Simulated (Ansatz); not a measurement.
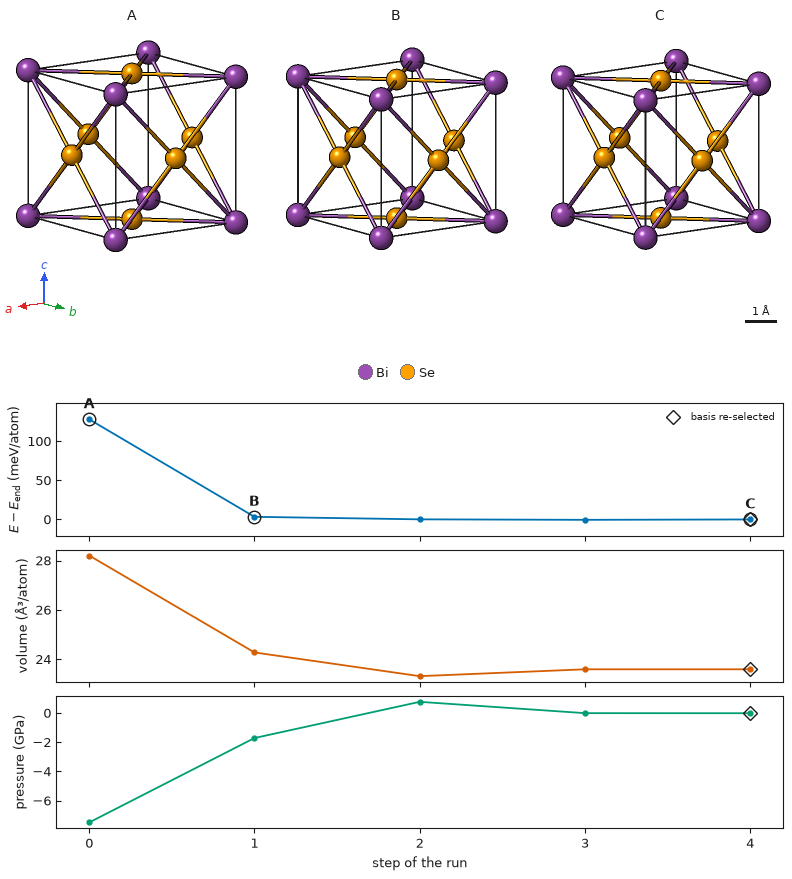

Frames of a relaxation of solid BiSe3 (a generated structure, set up in Pm-3m) (coarse preliminary run), marked on the history of the run. Style: ball-and-stick. Shown: the cell of the calculation, from a free direction.

Theory: DFT PBE, scalar-relativistic, plane waves, PAW in Ansatz 0.2.0.

Input
```yaml
crystal:
  lattice:
    - [4.83187464, 0.0, 0.0]
    - [0.0, 4.83187464, 0.0]
    - [0.0, 0.0, 4.83187464]
  atoms:
    - { symbol: Bi, position: [0.0, 0.0, 0.0] }
    - { symbol: Se, position: [0.0, 0.5, 0.5] }
    - { symbol: Se, position: [0.5, 0.0, 0.5] }
    - { symbol: Se, position: [0.5, 0.5, 0.0] }
basis:
  ecutwfc: 420
kpoints:
  mp_grid: { grid: [4, 4, 4] }
hamiltonian:
  xc: pbe
scf:
  occupations: { method: gaussian, width: 0.1 }
  lower_state_search: "off"
output:
  forces: true
  stress: true
  eigenvalues: true
relax:
  adjacent_minimum: "off"
  f_tol: 0.04
  max_steps: 70
  cell: { stress_tol: 0.4 }
```

Run as
```bash
ansatz run input.yaml --threads 1 --pin off --max-ram 2560MiB --backend cpu --events-out ev --progress --plain --runs-dir out
```

Describe the path.

Answer. Over 3 accepted moves (4 points after the start) the energy falls by 128 meV per atom. All forces vanish by symmetry, so only the cell relaxes. Pressure: −7.49 GPa at the start and −0.02 GPa at the end. The SCF was repeated once at an unchanged geometry on a basis and grid sized afresh for the cell, which shifted the energy by 0.5 meV per atom at most. No atom moves by more than 0.005 Å relative to the cell. The drawn cell changes as follows: a = b = c 4.832 → 4.553 Å (−5.8 %); the volume changes by −16.3 %. Some distances before and after: Bi1–Se2 3.417 → 3.219 Å. The space group stays Pm-3m (No. 221). The run took 26 s on 1 thread of Arm Neoverse N1 (shared host), peak memory 0.37 GiB. From step 0 to 1: volume −13.9 %, energy −125 meV per atom. From step 1 to 4: volume −2.8 %, energy −3.4 meV per atom.

```json
{"step": "0", "E − E(0), meV/atom": "0.00", "pressure, GPa": "-7.49", "volume, Å³/atom": "28.202", "note": ""}
{"step": "1", "E − E(0), meV/atom": "-124.65", "pressure, GPa": "-1.71", "volume, Å³/atom": "24.276", "note": ""}
{"step": "2", "E − E(0), meV/atom": "-127.89", "pressure, GPa": "0.76", "volume, Å³/atom": "23.315", "note": ""}
{"step": "3", "E − E(0), meV/atom": "-128.51", "pressure, GPa": "-0.01", "volume, Å³/atom": "23.593", "note": ""}
{"step": "4", "E − E(0), meV/atom": "-128.02", "pressure, GPa": "-0.02", "volume, Å³/atom": "23.593", "note": "same geometry, new basis"}
```
